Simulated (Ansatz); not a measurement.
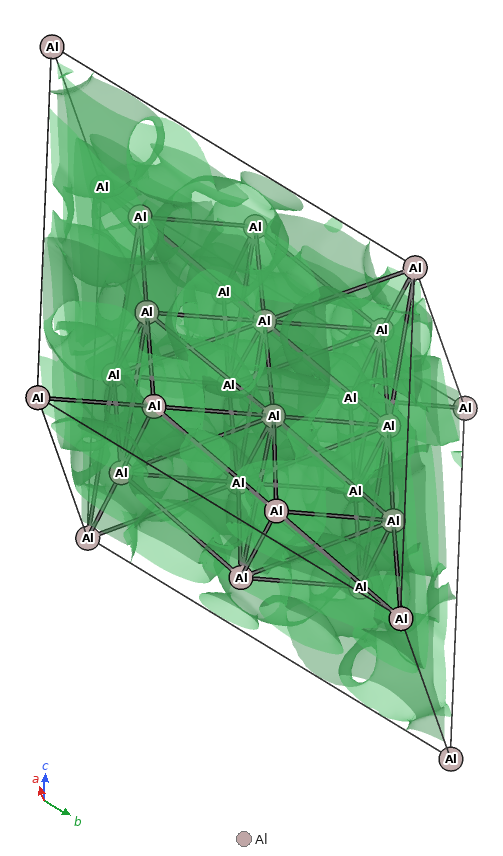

The picture shows: Al (cell with a defect). Isosurface of the electron localisation function at 0.55 (green), seen at an oblique angle. Only the valence region is drawn (cores and ρ < 0.01 e/Å³ removed). Sticks mark near contacts.

Computed without spin polarisation.

Computed with DFT PBEsol, scalar-relativistic, plane waves, PAW in Ansatz 0.2.0.

What do the ELF domains correspond to?

Answer. The ELF exceeds this value in one network that runs through the whole crystal, counted in one cell of 19 atoms. Regions shared between cells count once. There are no localised bonds or lone pairs at this value.

Values along the shortest contacts:
Al–Al (2.79 Å): the ELF peaks at about 0.75 between the atoms. Al–Al (2.83 Å): the ELF peaks at about 0.65 between the atoms.

Metal or insulator at this level of theory?

Answer. It is gapless in this calculation (a metal or semimetal).
